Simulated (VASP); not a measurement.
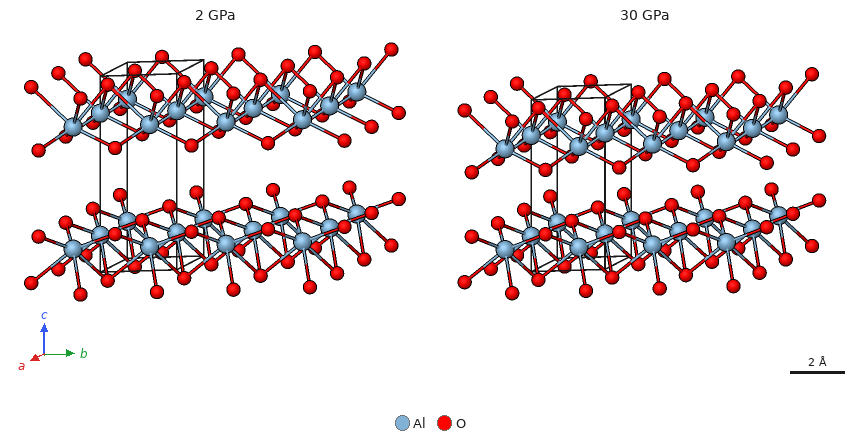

A crystal of Al₂O₃ (set up in P-6m2), relaxed (cell and atoms) at several target pressures. The picture shows the first and the last member. The picture is a ball-and-stick view of the cell of the calculation, repeated 2 × 3 × 1 with one cell outlined, seen slightly off an axis.

Computed with VASP 6.6.1: PBE, VASP PAW PBE potentials, recommended. Settings: plane-wave cutoff 600 eV; k-point mesh 8 × 8 × 3; occupations fermi-dirac; smearing width 0.05 eV; no spin polarisation.

```json
{"pressure (GPa)": "2", "volume (Å³/atom)": "10.575", "a (Å)": "2.873", "c (Å)": "7.398"}
{"pressure (GPa)": "5", "volume (Å³/atom)": "10.072", "a (Å)": "2.859", "c (Å)": "7.114"}
{"pressure (GPa)": "10", "volume (Å³/atom)": "9.586", "a (Å)": "2.837", "c (Å)": "6.875"}
{"pressure (GPa)": "20", "volume (Å³/atom)": "?", "a (Å)": "?", "c (Å)": "?"}
{"pressure (GPa)": "30", "volume (Å³/atom)": "8.619", "a (Å)": "2.770", "c (Å)": "6.484"}
```

### One row is withheld. What does the calculation give there?

A parabola through three neighbouring rows (5, 10, 30) gives, with Lagrange weights, (−0.8000)(10.072) + (1.5000)(9.586) + (0.3000)(8.619) = 8.907 Å³/atom. The calculation gives 9.015 Å³/atom (a = 2.802 Å, c = 6.631 Å). The estimate is 0.108 Å³/atom too low. From the first member to the last: Al–O 2.167 → 2.086 Å, Al–O 1.792 → 1.741 Å.

The whole series:

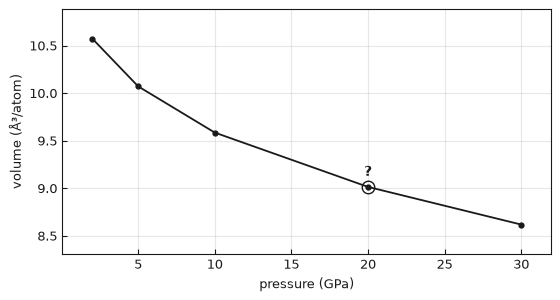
